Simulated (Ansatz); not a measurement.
Input

```
crystal:
  lattice:
    - [4.0125456545, 0.0, 0.0]
    - [0.0, 4.0125456545, 0.0]
    - [0.0, 0.0, 30.4905551726]
  atoms:
    - { symbol: Ti, position: [-0.2126457287, 0.0, 0.5570512097] }
    - { symbol: Al, position: [0.2873581608, 0.5, 0.5556932211] }
    - { symbol: Ti, position: [0.2872576464, 0.0, 0.6205419453] }
    - { symbol: Al, position: [0.7872175825, 0.5, 0.6201656096] }
    - { symbol: Ti, position: [0.787278365, 0.0, 0.6845082845] }
    - { symbol: Al, position: [0.28728038, 0.5, 0.6859181631] }
    - { symbol: Ti, position: [0.2874778933, 0.0, 0.7474132207] }
    - { symbol: Al, position: [0.7874918402, 0.5, 0.7489937508] }
basis:
  ecutwfc: 420
kpoints:
  mp_grid: { grid: [9, 9, 1] }
hamiltonian:
  xc: pbesol
scf:
  occupations: { method: gaussian, width: 0.1 }
output:
  forces: true
  stress: true
  eigenvalues: true
  write_density: true
  write_potential: true
  elf: true
  volumetric_format: npy
efield:
  axis: 3
  dipole_correction: true
  ramp_width: 0.04
```

Run with:

```sh
ansatz run input.yaml --threads 4 --pin off --max-ram 10240MiB --backend cpu --events-out ev --progress --plain --runs-dir out
```

Computed without spin polarisation.

Method: DFT PBEsol, scalar-relativistic, plane waves, PAW (Ansatz).

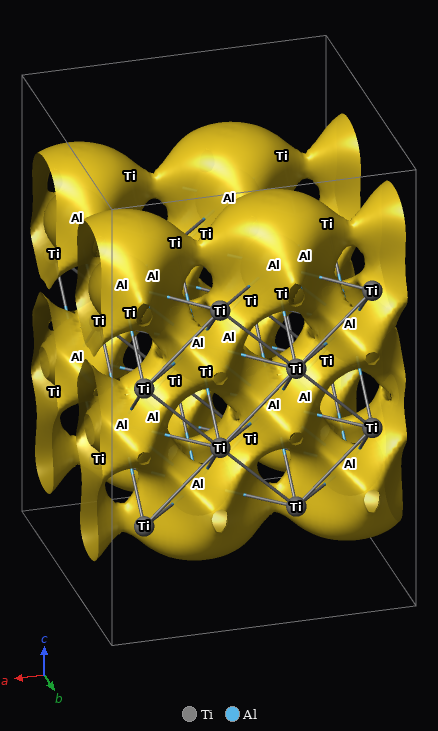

TiAl (slab). Isosurface of the electron localisation function at 0.55 (yellow), seen at an oblique angle. Only the valence region is drawn (cores and ρ < 0.01 e/Å³ removed). Sticks mark near contacts.

> Identify the bonds, lone pairs and shells in this picture.

The surface consists of sheets that run through the cell in two directions, counted in one cell of 8 atoms. Counts are for one cell; the picture repeats the cell along the surface.

Values along the shortest contacts:
Ti–Al (2.75 Å): the ELF is about 0.35 at the midpoint. Ti–Ti (2.77 Å): the ELF is about 0.30 at the midpoint: no localised pair shows between them.

> Does the calculation give a band gap?

It is gapless in this calculation (a metal or semimetal).
